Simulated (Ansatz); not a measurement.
# Si: what the fields show

The calculation's input:

```
crystal:
  lattice:
    - [5.4697623842, 0.0, 0.0]
    - [0.0, -5.4697623842, 0.0]
    - [0.0, 0.0, -5.4697623842]
  atoms:
    - { symbol: Si, position: [0.5, -0.0102929517, 0.0] }
    - { symbol: Si, position: [0.0, 0.5, 0.0] }
    - { symbol: Si, position: [0.0, 0.0, 0.5] }
    - { symbol: Si, position: [0.5, 0.5, 0.5] }
    - { symbol: Si, position: [0.75, 0.75, 0.75] }
    - { symbol: Si, position: [0.25, 0.25, 0.75] }
    - { symbol: Si, position: [0.25, 0.75, 0.25] }
    - { symbol: Si, position: [0.75, 0.25, 0.25] }
basis:
  ecutwfc: 420
kpoints:
  mp_grid: { grid: [6, 6, 6] }
hamiltonian:
  xc: pbe
scf:
  occupations: { method: gaussian, width: 0.05 }
output:
  forces: true
  stress: true
  eigenvalues: true
  write_density: true
  write_potential: true
  elf: true
  volumetric_format: npy
```

Command:

```sh
ansatz run input.yaml --threads 1 --pin off --max-ram 2560MiB --backend cpu --events-out ev --progress --plain --runs-dir out
```

Below, planes, directions and counts refer to the conventional cell (a = 7.74 Å, b = 7.74 Å, c = 5.47 Å, α = 90.00°, β = 90.00°, γ = 90.00°).

Space group Cmm2; changed on purpose from its base cell (atom 1 (Si) moved +0.056 A along Cartesian [0 1 0]); not relaxed (largest force 0.7 eV/Å).

These are results of Ansatz, DFT PBE, scalar-relativistic, plane waves, PAW, not measurements.

Core electrons are frozen (PAW), and the valence fields are smoothed inside the atomic spheres.

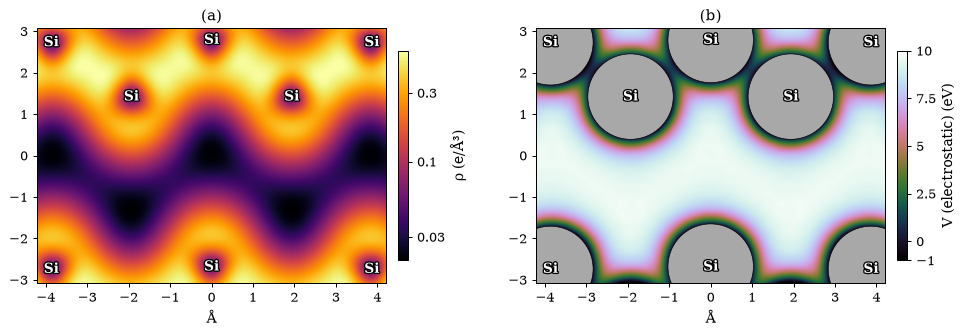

Figure 1. (a) valence pseudo-density; (b) electrostatic potential (local pseudopotential plus Hartree) felt by an electron on the (010) plane of the conventional cell. Grey discs cover the atomic cores in the potential map.

Read the bonding off the picture.

- The plane passes through Si nuclei.
- Si–Si (2.34 Å): the density is about 0.58 e/Å³ at the midpoint.
- Between the atoms the lowest density in this plane is 0.02 e/Å³.
- Outside the cores the potential energy rises away from the atoms and is highest about 2.3 Å from the nearest atoms; its zero is arbitrary.

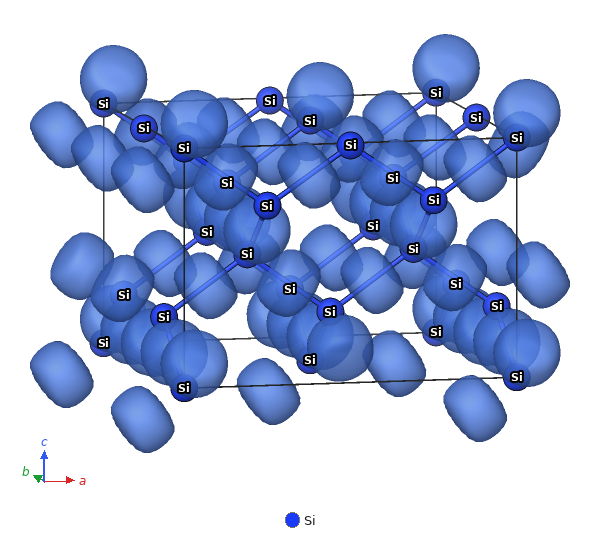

Figure 2. Isosurface of the electron localisation function at 0.75 (blue), seen slightly off an axis. Core shells and regions of very low density are left out. Sticks mark near contacts.

Describe the localisation domains.

At this value the surface marks out 32 regions between bonded Si–Si atoms (shared pairs), counted in one cell of 16 atoms. Any copies at cell faces, edges or corners count once. Profiles from the grid: Si–Si (2.34 Å): the ELF peaks at about 0.95 between the atoms, as expected for a shared electron pair. Si–Si (2.40 Å): the ELF peaks at about 0.95 between the atoms; a covalent bond.

Does the calculation make it a metal, or give it a gap?

It is gapped, with a Kohn–Sham gap of 0.54 eV on the k-point mesh (the band edges may lie off the mesh, which would make the gap smaller).
